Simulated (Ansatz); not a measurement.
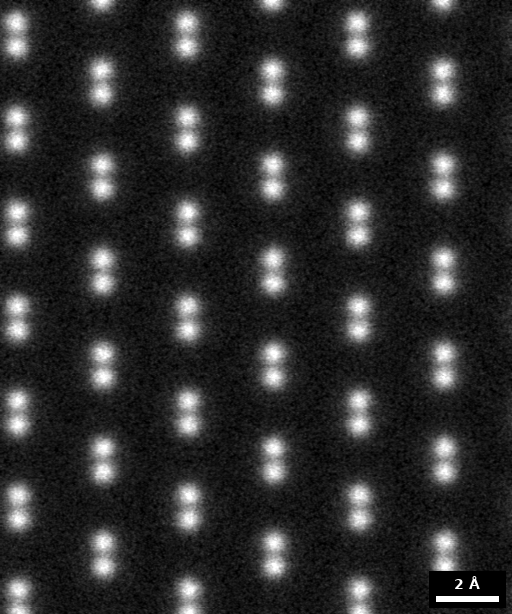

HAADF-like image of Zr (I4_1/amd, No. 141). The image is simulated as a sum over atoms of Z^1.8, blurred by a 0.50 Å probe (no channelling). The probe carries 25 % of its weight in a tail 2.5 times as wide. The display is stretched by a gamma of 0.65; percentages refer to the linear signal. Shot noise and a slight drift were added. Model: the end point of a relaxation with DFT PBE, scalar-relativistic, plane waves, PAW in Ansatz; the starting structure was generated, so it need not be a known form of this composition.

Space group I4_1/amd:1 (No. 141). a = 5.543 Å, b = 5.543 Å, c = 3.069 Å, α = 90.00°, β = 90.00°, γ = 90.00°
```tsv
atom	site	symmetry	x	y	z
Zr	4a	-4m2	0.0000	0.0000	0.0000
```

Along which zone axis is the crystal seen: [112], [111], [100] or [001]? (Directions equivalent by symmetry count as one.)

[100]. The projected cells are 1.21 × 2.05 Å, 107° for [112]; 2.86 × 4.17 Å, 110° for [111]; 3.07 × 3.17 Å, 119° for [100]; 2.77 × 2.77 Å, 90° for [001], and the image repeats as the [100] one does.
